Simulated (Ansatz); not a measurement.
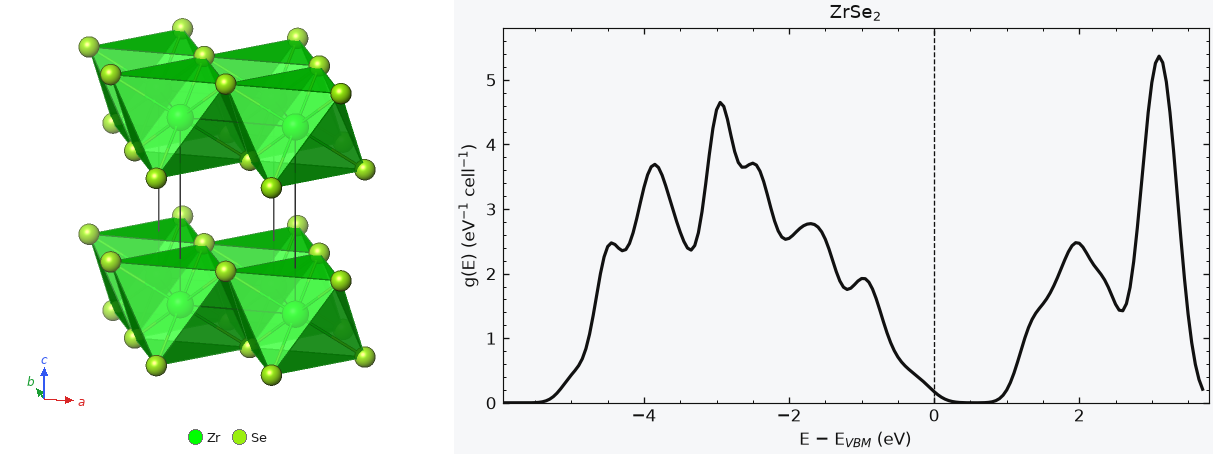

Density of states, beside the structure. Energies are counted from the top of the valence band. The curve is built from the levels of the k mesh with Gaussians 0.4 eV wide, which also blur the band edges.

The material is ZrSe2, space group P-3m1, 3 atoms in the cell, 1T (CdI2) bulk type, biaxial (xy) strain +3.7%.

Ansatz 0.2.0; DFT, HSE06, plane waves, PAW, no spin polarisation, 6×6×4 k mesh, 420 eV cutoff.

### Metal or insulator, going by the density of states?

There is a gap; over the k points computed it is 1.19 eV (indirect; the smallest direct gap is 1.64 eV).

### Where is the tallest peak of the filled states in the window?

Within the window shown, the tallest peak of the filled states lies 2.9 eV under the valence-band top, at about 4.7 states per eV and cell.

### How wide is the upper valence band?

The upper group of valence states starts about 5.0 eV under the valence-band top, with a gap beneath it; it holds about 12 electrons a cell.
